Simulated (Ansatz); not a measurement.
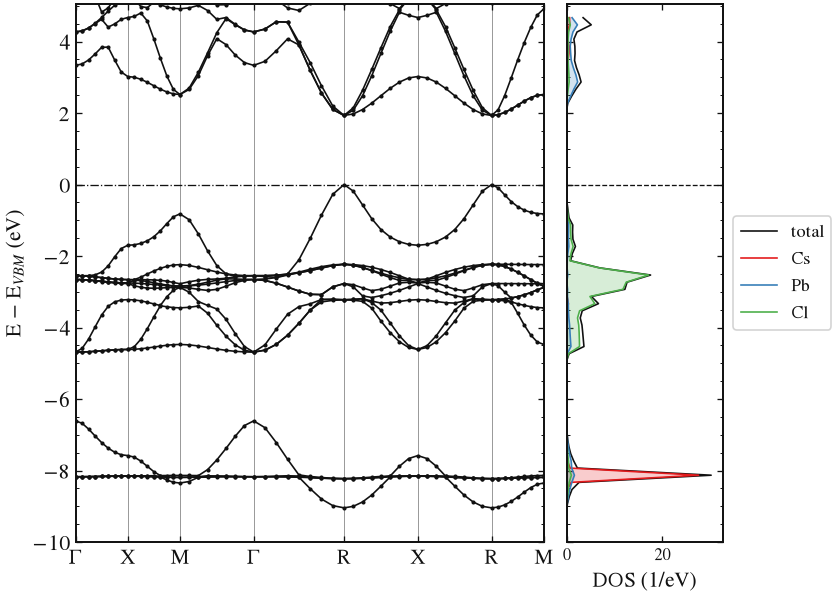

Band structure and density of states. Energies are counted from the top of the valence band. The path runs straight from each named point to the next. The partial curves are projected on Löwdin-orthogonalised atomic shells.

The material is CsPbCl3, space group Pm-3m, 5 atoms in the cell.

Ansatz; DFT, PBE, PAW with Ansatz's default frozen-core files, scalar-relativistic, no spin polarisation, 5×5×5 k mesh, 420 eV cutoff, Fermi-Dirac smearing of 0.01 eV.

### Metal, semiconductor or insulator, and what is the gap?

The material is gapped. The gap along this path is 1.93 eV and direct: both edges lie at R.

### How many bands meet at the valence-band top?

The top valence level at R is a single band, not degenerate (spin aside).

### How much do the top valence band and the lowest conduction band disperse along the path?

The top valence band spans 2.6 eV and the lowest conduction band 2.1 eV.

### Which states form the band edges?

By projected weight, the top eV of the valence band is Cl (60 %) and Pb (40 %); the bottom eV of the conduction band is Pb (80 %) and Cl (15 %).

### Where is the tallest peak in the window, and which states make it?

The tallest peak in the window is at −8.1 eV; by projected weight it is Cs (85 %).

Spin-orbit coupling is left out, which matters for Pb.
